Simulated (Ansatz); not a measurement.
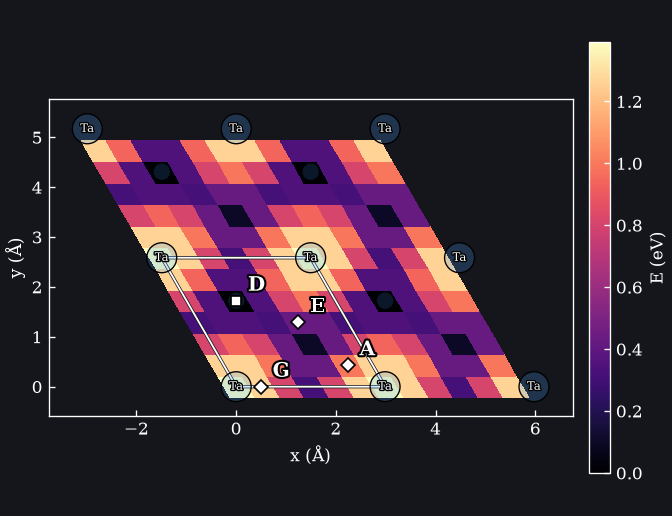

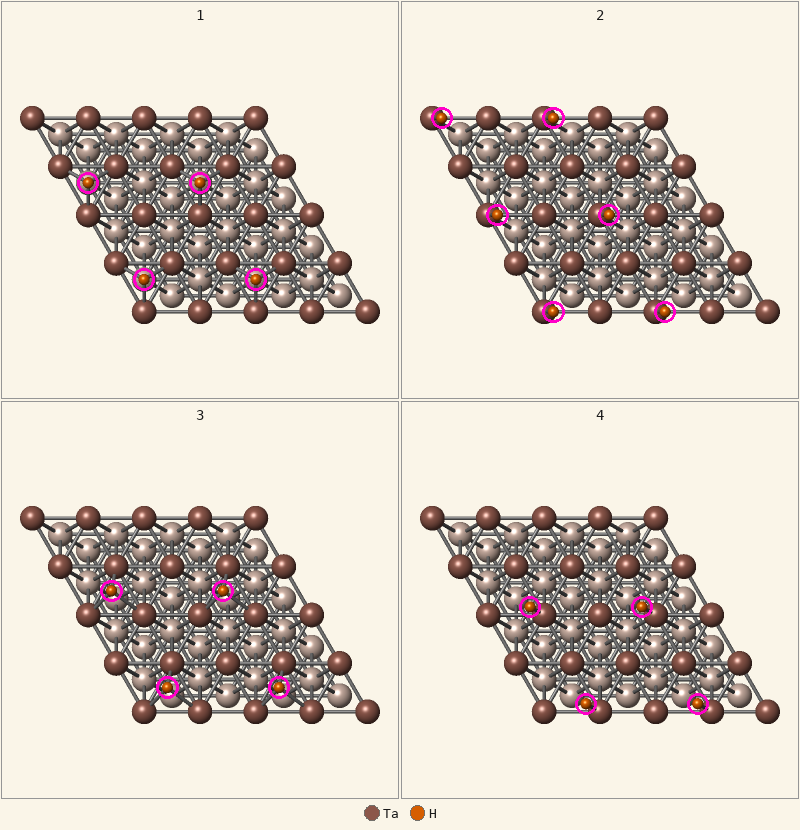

H on a Ta(111) slab cut from the Fm-3m phase, its upper half relaxed before the scan (12 atoms of substrate and one adsorbate in a 2 × 2 cell). 
- H is moved over the surface cell; relaxed at each place: the height of the adsorbate's atoms; substrate rigid; the origin of the map has the adsorbate above Ta9.
- Places are given modulo a cell vector. The map is drawn in real space over the plane of the surface.
- The scan uses a 6 × 6 grid; 10 points were computed and 26 follow by symmetry.
- Places are given in fractions of the 1 × 1 surface cell.
- All energies are given in eV relative to the lowest grid point.
- All numbers below come from DFT PBE, scalar-relativistic, plane waves, PAW in Ansatz. Settings: cutoff 420 eV, k-mesh 6×6×1, gaussian smearing 0.1 eV, no spin polarisation.

Drawn: one coloured cell a grid point, labelled circles for the atoms of the top layer and small ones for the second layer, the outline of one cell of the 2 × 2 shown, lettered points. The numbered pictures are the structures at these points, in random order. Rings mark the moved atoms.

### Which structure belongs to which point?

A is structure 4: (5/6, 1/6) of the cell vectors [nearest 1 Ta at 1.83 Å], 0.99 eV; D is structure 1: a threefold hollow over a second-layer Ta atom, (2/6, 4/6) of the cell vectors, 0.00 eV; E is structure 3: (4/6, 3/6) of the cell vectors [nearest 1 Ta at 1.84 Å], 0.43 eV; G is structure 2: (1/6, 0/6) of the cell vectors [nearest 1 Ta at 1.83 Å], 1.26 eV.

PAW datasets: the set soft_1.
